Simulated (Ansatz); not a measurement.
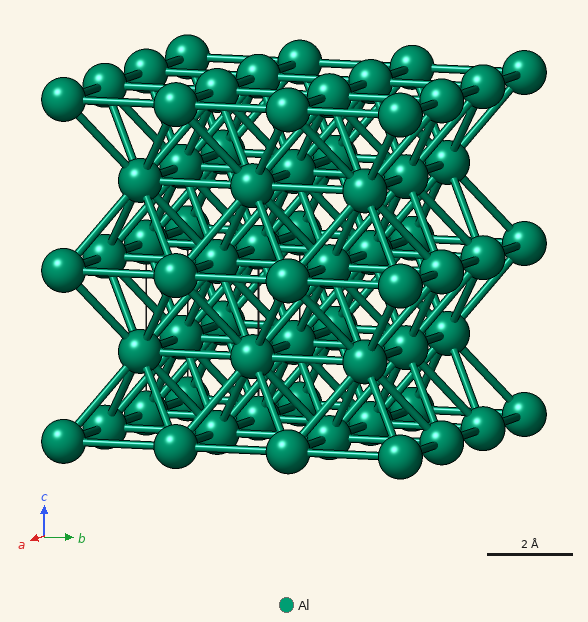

Figure 1. The structure as given in the input (ball-and-stick view of the cell of the calculation, repeated 3 × 3 × 2, seen slightly off an axis). An atom can appear more than once, as a periodic image.

**Run report: Al, geometry relaxation**

Al (I4/mmm, 2 atoms in the cell), computed with DFT PBE, scalar-relativistic, plane waves, PAW, no spin polarisation (Ansatz 0.2.0).

The structure derives from a Materials Project entry. It belongs to a series of runs on one base structure; here: uniaxial strain along c, a, b and atoms relaxed: +1.5 %.

**Input file**
```yaml
crystal:
  lattice:
    - [2.0132324215, 2.0132324215, 0.0]
    - [-2.0132324215, 2.0132324215, 0.0]
    - [0.0, 0.0, 4.1022452352]
  atoms:
    - { symbol: Al, position: [0.0, 0.0, 0.0] }
    - { symbol: Al, position: [0.5, 0.5, 0.5] }
basis:
  ecutwfc: 420
kpoints:
  mp_grid: { grid: [18, 18, 14] }
hamiltonian:
  xc: pbe
scf:
  occupations: { method: gaussian, width: 0.1 }
output:
  forces: true
  stress: true
  eigenvalues: true
relax:
  adjacent_minimum: "off"
  f_tol: 0.008
  max_steps: 40
  cell: { stress_tol: 0.015, fix: [c, angles] }
```

Run on 1 thread of Intel Xeon (Granite Rapids), 32 GiB of memory available, shared host.

Run as:
```bash
ansatz run input.yaml --threads 1 --pin off --max-ram 2560MiB --backend cpu --events-out ev --progress --plain --runs-dir out
```

**What the program printed**
```
Engine: ansatz 0.2.0, x86_64-unknown-linux-gnu
Pseudopotentials: kind: paw
Pseudopotential: Al, paw, valence charge 3, recommended cutoff 420 eV (normal), Al.paw.azcp
Functional definition: PBE
  parameter kappa = 0.804
  parameter beta = 0.06672455060314922
  exchange = pbe_x(kappa = kappa, mu = beta*pi^2/3)
  correlation = pbe_c(beta = beta)
Crystal: 2 atoms, lattice volume = 33.254 Å³
Basis set: ecut = 420 eV, 673 PW (Γ), exchange–correlation on 40×40×60 points (8 copies of the dense FFT grid, shifted against one another)
Bands: 7, of which v1, the nominal top of the filled ones, is band 3 counted from 1 (2 counted from 0)
Symmetry: 32 space group operations
Space group: I4/mmm (ITA 139), of the structure as read, at distance tolerance 3.2e-5 Å
k-points: 440 of 4536
Non-local potential: Al, projectors of the file, l = 0: 2, l = 1: 2, l = 2: 1
PAW form: soft (Blöchl's): semilocal exchange-correlation on the pseudo side does not see the compensation charge
PAW one-centre angular grid: Al, 110 points (default); XC on 64 Gauss nodes
Initial density: superposition of atomic densities (neutral atoms: chi_scale 0, normalization atom), corrected by the library's trained network
Initial wavefunctions: pseudopotential atomic-orbital guess
Functional: x = pbe(κ = 0.804, μ = 0.2195149727645171), c = pbe(β = 0.06672455060314922)
SCF iter   1: F=—  HF=-1075.004488 eV  |F-HF|=—  |Δ(HF+E_count)|=         —  Δρ=4.54e-4  dr2=1.85e-5  ethr=1.77e-3  ⟨swp⟩=5.1  Hψ=24616  notcnv=0
preconditioner: auto → none  [metal: Δε(μ)=0.025 eV  Ē_g=8.953 eV  σ=0.100 eV  W_gap=0.14  n_scr=2 (ndim 8)  ℏωp=15.8 eV  f_vac=0.000  D(μ)=0.83/eV (n_scr^D=2)  sad-step TF]
SCF iter   2: F=—  HF=-1075.004728 eV  |F-HF|=—  |Δ(HF+E_count)|=   2.40e-4  Δρ=2.57e-4  dr2=6.71e-6  ethr=3.08e-7  ⟨swp⟩=1.9  Hψ=7291  notcnv=0
iter 3 did not close the SCF: its close was put off for the readings that it lacked (scf_convergence_deferred on its scf_iter line)
SCF iter   3: F=-1075.004751 eV  HF=-1075.004751 eV  |F-HF|=1.34e-8  |Δ(HF+E_count)|=   2.33e-5  Δρ=1.55e-5  dr2=5.37e-8  ethr=1.12e-7  ⟨swp⟩=2.0  Hψ=4317  notcnv=0
iter 4 did not close the SCF: its close was put off for the readings that it lacked (scf_convergence_deferred on its scf_iter line)
SCF iter   4: F=-1075.004751 eV  HF=-1075.004751 eV  |F-HF|=1.34e-9  |Δ(HF+E_count)|=   9.33e-9  Δρ=5.01e-6  dr2=4.22e-9  ethr=8.95e-10  ⟨swp⟩=2.0  Hψ=4318  notcnv=0
iter 5 did not close the SCF: its close was put off for the readings that it lacked (scf_convergence_deferred on its scf_iter line)
SCF iter   5: F=-1075.004751 eV  HF=-1075.004751 eV  |F-HF|=2.82e-11  |Δ(HF+E_count)|=   1.73e-9  Δρ=3.63e-7  dr2=4.74e-11  ethr=7.03e-11  ⟨swp⟩=2.2  Hψ=4357  notcnv=0
SCF iter   6: F=-1075.004751 eV  HF=-1075.004751 eV  |F-HF|=9.09e-13  |Δ(HF+E_count)|=  2.43e-11  Δρ=6.32e-8  dr2=1.37e-12  ethr=1.00e-12  ⟨swp⟩=1.5  Hψ=8830  notcnv=0
SCF 1 converged in 6 iterations: F = -1075.004751 eV  dr2 = 1.37e-12
  greatest PAW one-centre occupation: 0.446 electrons in one spin orbital (limit 2), on the Al atom at site 1 (counted from 0), in its partial waves of l = 0
relax step   1: F+E_penalty+E_count = -1075.00475149 eV  Δ(F+E_penalty+E_count) = +0.000e0 eV  max|allowed force component| = 4.237e-33 eV/Å  Δτ_max = 0.0000 Å  P = -0.655 GPa  Ω = 33.254 Å³  fix = [c, alpha, beta, gamma]  reactions: c -1.501 GPa  (6 SCF iters, dr2 threshold 1.00e-7 eV, accepted)
Crystal: 2 atoms, lattice volume = 33.158 Å³
Initial density: handed on by an earlier stage of this run
Initial wavefunctions: those handed on with the density
iter 1 solved again at ethr=2.66e-8 eV; its pass at ethr=3.10e-3 eV (dr2=1.59e-6 eV) is discarded
SCF iter   1: F=—  HF=-1075.004732 eV  |F-HF|=—  |Δ(HF+E_count)|=         —  Δρ=7.61e-5  dr2=1.91e-6  ethr=2.66e-8  ⟨swp⟩=2.0  Hψ=27263  notcnv=0
preconditioner: auto → none  [metal: Δε(μ)=0.004 eV  Ē_g=8.970 eV  σ=0.100 eV  W_gap=0.02  n_scr=2 (ndim 8)  ℏωp=15.8 eV  f_vac=0.000  D(μ)=0.83/eV (n_scr^D=2)]
SCF iter   2: F=—  HF=-1075.004853 eV  |F-HF|=—  |Δ(HF+E_count)|=   1.21e-4  Δρ=3.79e-5  dr2=4.66e-7  ethr=2.66e-8  ⟨swp⟩=2.0  Hψ=4255  notcnv=0
SCF iter   3: F=-1075.004852 eV  HF=-1075.004852 eV  |F-HF|=1.32e-10  |Δ(HF+E_count)|=   5.52e-7  Δρ=8.64e-7  dr2=1.27e-10  ethr=2.25e-9  ⟨swp⟩=4.4  Hψ=15212  notcnv=0
SCF 2 converged in 3 iterations: F = -1075.004852 eV  dr2 = 1.27e-10
relax step   2: F+E_penalty+E_count = -1075.00485213 eV  Δ(F+E_penalty+E_count) = -1.006e-4 eV  max|allowed force component| = 2.927e-32 eV/Å  Δτ_max = 0.0000 Å  P = -0.431 GPa  Ω = 33.158 Å³  energy of the carried Pulay correction = +4.285e-5 eV  fix = [c, alpha, beta, gamma]  reactions: c -1.375 GPa  (3 SCF iters, dr2 threshold 1.35e-7 eV, accepted)
Crystal: 2 atoms, lattice volume = 33.172 Å³
iter 1 solved again at ethr=6.60e-10 eV; its pass at ethr=3.10e-3 eV (dr2=3.96e-8 eV) is discarded
SCF iter   1: F=—  HF=-1075.004725 eV  |F-HF|=—  |Δ(HF+E_count)|=         —  Δρ=1.23e-5  dr2=4.77e-8  ethr=6.60e-10  ⟨swp⟩=2.0  Hψ=27265  notcnv=0
preconditioner: auto → none  [metal: Δε(μ)=0.007 eV  Ē_g=8.967 eV  σ=0.100 eV  W_gap=0.04  n_scr=2 (ndim 8)  ℏωp=15.8 eV  f_vac=0.000  D(μ)=0.83/eV (n_scr^D=2)]
SCF iter   2: F=—  HF=-1075.004848 eV  |F-HF|=—  |Δ(HF+E_count)|=   1.23e-4  Δρ=5.43e-6  dr2=9.80e-9  ethr=6.60e-10  ⟨swp⟩=2.0  Hψ=4451  notcnv=0
SCF iter   3: F=-1075.004848 eV  HF=-1075.004848 eV  |F-HF|=9.75e-11  |Δ(HF+E_count)|=   1.29e-8  Δρ=8.96e-7  dr2=1.27e-10  ethr=6.76e-11  ⟨swp⟩=3.2  Hψ=7215  notcnv=0
SCF 3 converged in 3 iterations: F = -1075.004848 eV  dr2 = 1.27e-10
relax step   3: F+E_penalty+E_count = -1075.00484756 eV  Δ(F+E_penalty+E_count) = +4.564e-6 eV  max|allowed force component| = 5.855e-32 eV/Å  Δτ_max = 0.0000 Å  P = -0.465 GPa  Ω = 33.172 Å³  energy of the carried Pulay correction = +3.652e-5 eV  fix = [c, alpha, beta, gamma]  reactions: c -1.394 GPa  (3 SCF iters, dr2 threshold 4.06e-9 eV, accepted)
Initial wavefunctions: pseudopotential atomic-orbital guess (no wavefunctions were taken with the density)
iter 1 solved again at ethr=2.79e-9 eV; its pass at ethr=3.10e-3 eV (dr2=1.67e-7 eV) is discarded
SCF iter   1: F=—  HF=-1075.004686 eV  |F-HF|=—  |Δ(HF+E_count)|=         —  Δρ=4.05e-6  dr2=1.45e-9  ethr=2.79e-9  ⟨swp⟩=3.1  Hψ=34051  notcnv=0
SCF iter   2: F=—  HF=-1075.004809 eV  |F-HF|=—  |Δ(HF+E_count)|=   1.23e-4  Δρ=1.26e-6  dr2=8.73e-11  ethr=2.42e-11  ⟨swp⟩=3.1  Hψ=5741  notcnv=0
SCF iter   3: F=—  HF=-1075.004809 eV  |F-HF|=—  |Δ(HF+E_count)|=  3.33e-10  Δρ=7.43e-7  dr2=2.77e-11  ethr=1.46e-12  ⟨swp⟩=1.4  Hψ=3519  notcnv=0
SCF iter   4: F=-1075.004809 eV  HF=-1075.004809 eV  |F-HF|=0.00e0  |Δ(HF+E_count)|=  1.86e-10  Δρ=2.83e-8  dr2=1.63e-13  ethr=1.00e-12  ⟨swp⟩=3.0  Hψ=11417  notcnv=0
SCF 4 converged in 4 iterations: F = -1075.004809 eV  dr2 = 1.63e-13
relax step   4: F+E_penalty+E_count = -1075.00480891 eV  Δ(F+E_penalty+E_count) = +3.865e-5 eV  max|allowed force component| = 5.084e-32 eV/Å  Δτ_max = 0.0000 Å  P = -0.466 GPa  Ω = 33.172 Å³  fix = [c, alpha, beta, gamma]  reactions: c -1.394 GPa  stress off target by 2.32e-3 GPa on what of the cell is left free  SCF on the basis re-selected at this cell (its energy is not comparable with the rows above)  (4 SCF iters)
```

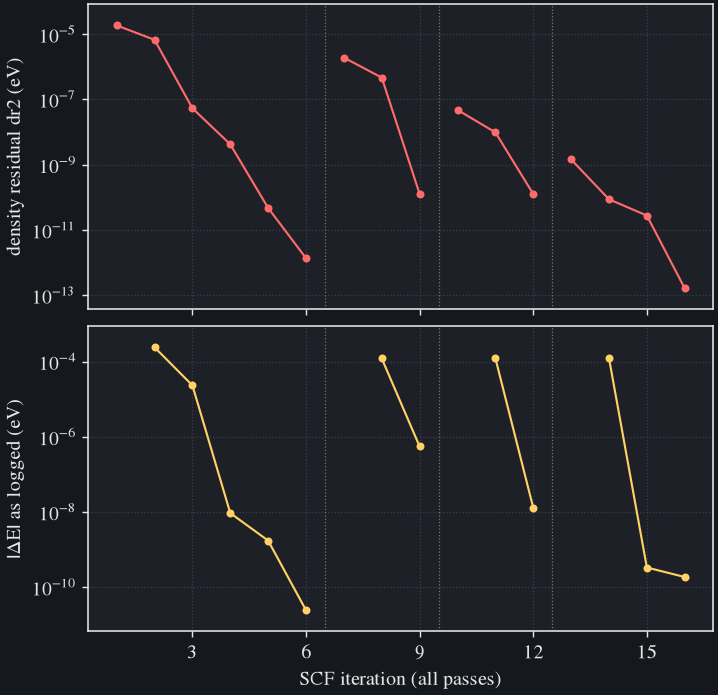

Figure 2. Convergence of the self-consistent field: density residual dr2 and size of the energy change against the SCF iteration. The dotted lines part the SCF passes of the relaxation: geometry steps, rejected trials and re-solves on a re-selected basis. The passes take 6, 3, 3 and 4 iterations.

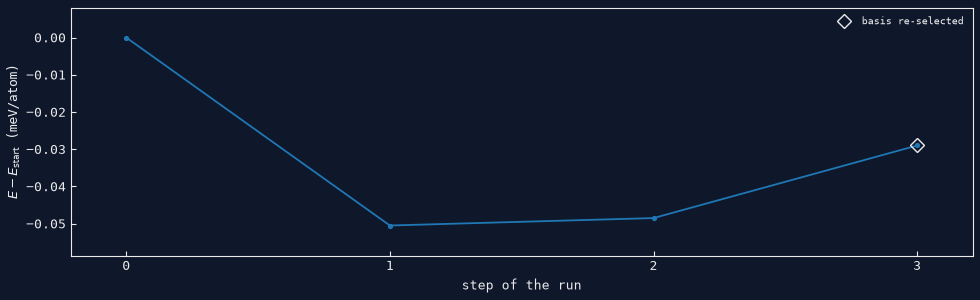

Figure 3. Progress of the relaxation, step by step (the first geometry is step 0 here and step 1 in the log). Over 2 geometry steps the energy falls by next to nothing (0.0 meV per atom). All forces vanish by symmetry, so only the cell relaxes. Pressure: −0.65 GPa at the start and −0.47 GPa at the end. The atoms keep their places relative to the cell (all moves are under 0.005 Å). Cell: a = b 2.847 → 2.844 Å (−0.1 %), c stays at 4.102 Å. Volume −0.2 %. The space group stays I4/mmm (No. 139). A last SCF at the same geometry on a re-selected plane-wave basis shifts the energy by +0.0 meV per atom. (Atoms are counted from 1 in the order of the input.)

```
basis re-selected at this cell: Δ(F+E_penalty+E_count) = +3.865e-5 eV, ΔP = -0.002 GPa vs the last step (what re-selecting the basis moved, of the pressure what is left beyond the Pulay correction that the steps carried, after the strain that the cell walked since its last selection, with what the two solves' SCF thresholds leave and, on support functions, any second-order correction that the steps lacked; it is no measure of the basis error at this ecutwfc). This SCF's stress stands 2.32e-3 GPa from its target on what of the cell is left free (relax.cell.stress_tol is 1.50e-2 GPa) and its largest allowed force component is 5.08e-32 eV/Å (relax.f_tol is 8.00e-3 eV/Å): within both
SCF converged after 4 iterations
Free energy (F): -1075.004809 eV
Harris-Foulkes:  -1075.004809 eV  (|F-HF|=0.00e0)
Internal energy: -1075.000660 eV  (E = F + TS)
E sigma→0 (E₀):  -1075.002735 eV
Entropy (-TS):   -0.004149 eV (-2.074 meV/atom)
Fermi energy:    7.899658 eV
--- Per-component energies (eV) ---
  E_band       = 20.901804
  E_kinetic    = 45.376801
  E_local      = 19.637239  (includes V_loc(G=0)·N_el)
  E_nonlocal   = 20.598515
  E_hartree    = 0.206266
  E_xc         = -79.391949
  E_vxc        = -57.821577  (∫ρ·V_xc dr)
  E_paw        = -934.652785  (= ΣΔE_a)
  E_vpaw       = -7.301701  (= ΣTr[D̂ρ^β])
  E_aug_tail   = -0.000004  (compensation charges beyond the density's cutoff)
  E_ewald      = -146.774743
  E_smearing   = -0.004149  (= −TS)
  E_closure    = 0.000000  (closes the sum)
  Σ components = -1075.004809   (vs F -1075.004809, Δ=0.00e0)
--- Forces (eV/Å), atoms counted from 1 ---
  atom   1  Al    -0.00000000    -0.00000000     0.00000000
  atom   2  Al    -0.00000000    -0.00000000     0.00000000
  max |Σ_I F_I| component: 3.91e-31 eV/Å
--- Stress (GPa, compression-positive) ---
       -0.002324       0.000000       0.000000
       -0.000000      -0.002324       0.000000
        0.000000       0.000000      -1.394399
  P = ⅓ Tr σ = -0.4663 GPa (-4.663 kbar)
--- Band table (eV; the first three rows and the last of 440) ---
  k-point 0: bands = ["-3.2010", "4.7981", "6.0163", "13.2642", "13.7085", "13.7085", "17.1409"]
  k-point 1: bands = ["-3.1562", "4.1022", "6.7902", "13.3082", "13.7464", "13.7464", "17.1820"]
  k-point 2: bands = ["-3.0217", "3.0920", "8.0340", "13.4403", "13.8601", "13.8601", "17.3048"]
  k-point 439: bands = ["7.0919", "7.0919", "7.0919", "7.0919", "8.1423", "8.1423", "9.0530"]
--- Relaxed structure (3 steps of the walk, 3 accepted, 1 SCFs on fresh bases) ---
  F+E_penalty+E_count = -1075.00480891 eV   max|allowed force component| = 5.084e-32 eV/Å   (the final SCF, on the basis selected at the relaxed cell)
  cell:  # Å, volume = 33.1718 Å³
    - [2.0107525536907636, 2.0107525536907636, 0.0]
    - [-2.0107525536907636, 2.0107525536907636, 0.0]
    - [0.0, 0.0, 4.1022452352]
  atoms:
    - { symbol: Al, position: [0.0, 0.0, 0.0] }
    - { symbol: Al, position: [0.5, 0.5, 0.5] }
```

**Trajectory as extended XYZ (Å, eV, eV/Å), 4 frames, from step=1 to step=4**
```
2
Lattice="2.0132 2.0132 0.0000 -2.0132 2.0132 0.0000 0.0000 0.0000 4.1022" Properties=species:S:1:pos:R:3:forces:R:3 step=1 energy=-1075.00475 pressure_GPa=-0.65
Al    0.0000    0.0000    0.0000    0.0000   0.0000   0.0000
Al    0.0000    2.0132    2.0511    0.0000   0.0000   0.0000
2
Lattice="2.0103 2.0103 0.0000 -2.0103 2.0103 0.0000 0.0000 0.0000 4.1022" Properties=species:S:1:pos:R:3:forces:R:3 step=2 energy=-1075.00485 pressure_GPa=-0.43
Al    0.0000    0.0000    0.0000    0.0000   0.0000   0.0000
Al    0.0000    2.0103    2.0511    0.0000   0.0000   0.0000
2
Lattice="2.0108 2.0108 0.0000 -2.0108 2.0108 0.0000 0.0000 0.0000 4.1022" Properties=species:S:1:pos:R:3:forces:R:3 step=3 energy=-1075.00485 pressure_GPa=-0.46
Al    0.0000    0.0000    0.0000    0.0000   0.0000   0.0000
Al    0.0000    2.0108    2.0511    0.0000   0.0000   0.0000
2
Lattice="2.0108 2.0108 0.0000 -2.0108 2.0108 0.0000 0.0000 0.0000 4.1022" Properties=species:S:1:pos:R:3:forces:R:3 step=4 energy=-1075.00481 pressure_GPa=-0.47
Al    0.0000    0.0000    0.0000    0.0000   0.0000   0.0000
Al    0.0000    2.0108    2.0511    0.0000   0.0000   0.0000
```

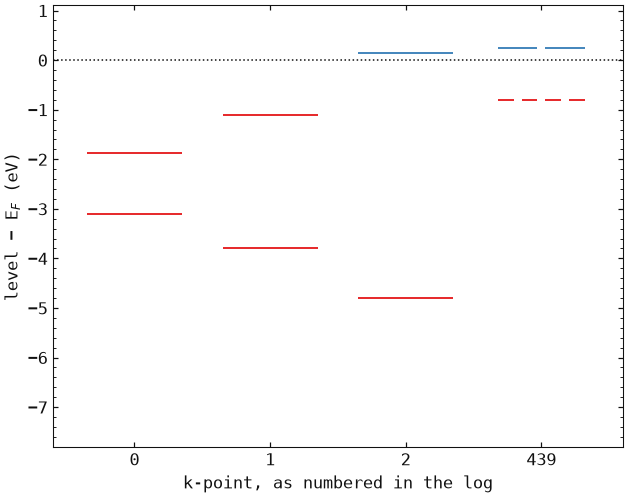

Figure 4. Kohn–Sham levels near the Fermi level (dotted) at the few k-points that the log prints; levels within 0.02 eV of each other stand side by side. The system is metallic on the full mesh.

**Results in brief**

```csv
quantity,value
outcome,converged
space group (tolerance 0.01 Å),I4/mmm (139)
electrons treated,6
free energy,−1075.0048 eV
Fermi energy,7.900 eV
gap on the k-point mesh,none (metallic)
pressure,−0.47 GPa
final volume,33.17 Å³
largest force (length of the vector) at the end,under 0.001 eV/Å
final cell,"a = 2.844 Å, b = 2.844 Å, c = 4.102 Å, α = 90.00°, β = 90.00°, γ = 90.00°"
wall time,12 s
peak memory,0.48 GiB
```
